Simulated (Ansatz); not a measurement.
Consider Ga15As17 (cell with a defect).

Input file:

```
crystal:
  lattice:
    - [-5.6033815718, -5.6033815718, 5.6033815718]
    - [5.6033815718, -5.6033815718, -5.6033815718]
    - [5.6033815718, 5.6033815718, 5.6033815718]
  atoms:
    - { symbol: As, position: [0.2636927593, 0.7623735546, 0.0130545053] }
    - { symbol: Ga, position: [0.0, 0.75, 0.25] }
    - { symbol: Ga, position: [0.5, 0.5, 0.0] }
    - { symbol: Ga, position: [0.25, 0.5, 0.25] }
    - { symbol: Ga, position: [0.0, 0.5, 0.5] }
    - { symbol: Ga, position: [0.75, 0.75, 0.5] }
    - { symbol: Ga, position: [0.5, 0.75, 0.75] }
    - { symbol: Ga, position: [0.0, 0.0, 0.0] }
    - { symbol: Ga, position: [0.75, 0.25, 0.0] }
    - { symbol: Ga, position: [0.5, 0.25, 0.25] }
    - { symbol: Ga, position: [0.25, 0.25, 0.5] }
    - { symbol: Ga, position: [0.0, 0.25, 0.75] }
    - { symbol: Ga, position: [0.75, 0.5, 0.75] }
    - { symbol: Ga, position: [0.75, 0.0, 0.25] }
    - { symbol: Ga, position: [0.5, 0.0, 0.5] }
    - { symbol: Ga, position: [0.25, 0.0, 0.75] }
    - { symbol: As, position: [0.2463231799, 0.750671138, 0.7457069417] }
    - { symbol: As, position: [-0.0122490186, 0.7368621558, -0.0173223451] }
    - { symbol: As, position: [0.5, 0.5, 0.75] }
    - { symbol: As, position: [0.254946292, 0.5061806163, 0.0038303227] }
    - { symbol: As, position: [0.0, 0.5, 0.25] }
    - { symbol: As, position: [0.75, 0.75, 0.25] }
    - { symbol: As, position: [0.5, 0.75, 0.5] }
    - { symbol: As, position: [0.0, 0.0, 0.75] }
    - { symbol: As, position: [0.75, 0.25, 0.75] }
    - { symbol: As, position: [0.5, 0.25, 0.0] }
    - { symbol: As, position: [0.25, 0.25, 0.25] }
    - { symbol: As, position: [0.0, 0.25, 0.5] }
    - { symbol: As, position: [0.75, 0.5, 0.5] }
    - { symbol: As, position: [0.75, 0.0, 0.0] }
    - { symbol: As, position: [0.5057301822, 0.0185761523, 0.2679049544] }
    - { symbol: As, position: [0.25, 0.0, 0.5] }
  host:
    lattice:
      - [0.0, 2.8016907859, 2.8016907859]
      - [2.8016907859, 0.0, 2.8016907859]
      - [2.8016907859, 2.8016907859, 0.0]
    atoms:
      - { symbol: Ga, position: [0.0, 0.0, 0.0] }
      - { symbol: As, position: [0.75, 0.75, 0.75] }
basis:
  ecutwfc: 420
  xc_grid: 2
kpoints:
  mp_grid: { grid: [4, 4, 4], shift: [0.5, 0.5, 0.5] }
hamiltonian:
  xc: lda
scf:
  occupations: { method: gaussian, width: 0.02 }
output:
  forces: true
  stress: false
  eigenvalues: true
  charged_corrections:
    defect_position: [0.25, 0.75, 0.0]
    epsilon: [[15.8256, 0.0, 0.0], [0.0, 15.8256, 0.0], [0.0, 0.0, 15.8256]]
  write_density: true
  write_potential: true
  elf: true
  volumetric_format: npy
relax:
  adjacent_minimum: "off"
  f_tol: 0.025
  max_steps: 45
```

Launched as:

```sh
ansatz run input.yaml --threads 4 --pin off --max-ram 8192MiB --backend cpu --events-out ev --progress --plain --runs-dir out
```

The fields are those of the relaxed geometry.

Theory: Ansatz 0.2.0, DFT LDA, scalar-relativistic, plane waves, PAW.

Question: Predict the valence pseudo-density and electron localisation function between the atoms.

Answer: Ga–As (2.41 Å): ρ is about 0.53 e/Å³ halfway; the ELF peaks at about 0.75 between the atoms; localised, covalent bonding.
As–As (2.56 Å): ρ at the midpoint is about 0.45 e/Å³; the ELF peaks at about 0.70 between the atoms.

Question: Does the calculation make it a metal, or give it a gap?

Answer: It is gapped, with a Kohn–Sham gap of 0.52 eV on the k-point mesh (the band edges may lie off the mesh, which would make the gap smaller).

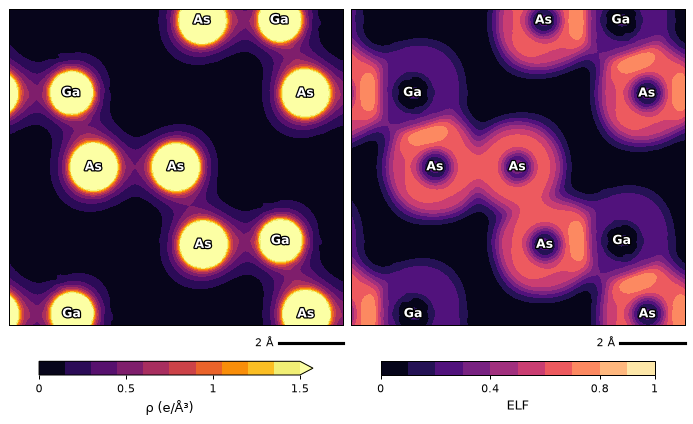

Computed valence pseudo-density and electron localisation function on the (010) plane of the calculation cell, in this order. 

In a PAW calculation such maps are meaningful between the atoms, not at the nuclei.
